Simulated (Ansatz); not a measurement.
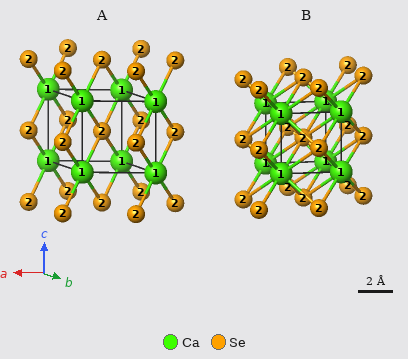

Two geometries of solid CaSe (a generated structure, set up in Cmmm) (coarse preliminary run), drawn at one scale. One is the start of a relaxation, the other its converged end. The picture is a ball-and-stick view of the cell of the calculation, seen from a free direction.

These are results of Ansatz, DFT PBE+D3(BJ), scalar-relativistic, plane waves, PAW, not measurements. Settings: plane-wave cutoff 420 eV; k-point mesh 6 × 6 × 4; occupations gaussian; smearing width 0.1 eV; no spin polarisation; cell and atoms relaxed; force threshold 0.04 eV/Å; at most 70 steps.

Which of the two is the end point?

Structure B is the relaxed one. The energy falls by 268 meV per atom in 9 accepted moves (10 points after the start). All forces vanish by symmetry, so only the cell relaxes. Pressure: −6.20 GPa at the start and −0.03 GPa at the end. The SCF was repeated once at an unchanged geometry on a basis and grid sized afresh for the cell, which shifted the energy by 0.1 meV per atom at most. The atoms keep their places relative to the cell (all moves are under 0.005 Å). The drawn cell changes as follows: a = b 4.348 → 3.603 Å (−17.1 %), c 4.298 → 3.616 Å (−15.9 %), γ 120.8° → 95.1°; the volume changes by −33.1 %. Near-neighbour distances that change, for instance: Ca1–Se2 4.348 → 3.215 Å, Ca1–Se2 (another image) 3.039 → 3.030 Å. New bonds form: Ca1–Se2 (4.35 → 3.22 Å). Bond angles that change, for instance: Ca1–Se2–Ca1 90.0° → 106.7°, Se2–Ca1–Se2 90.0° → 73.3°, Ca1–Se2–Ca1 90.0° → 73.3°. The space group stays Cmmm (No. 65).
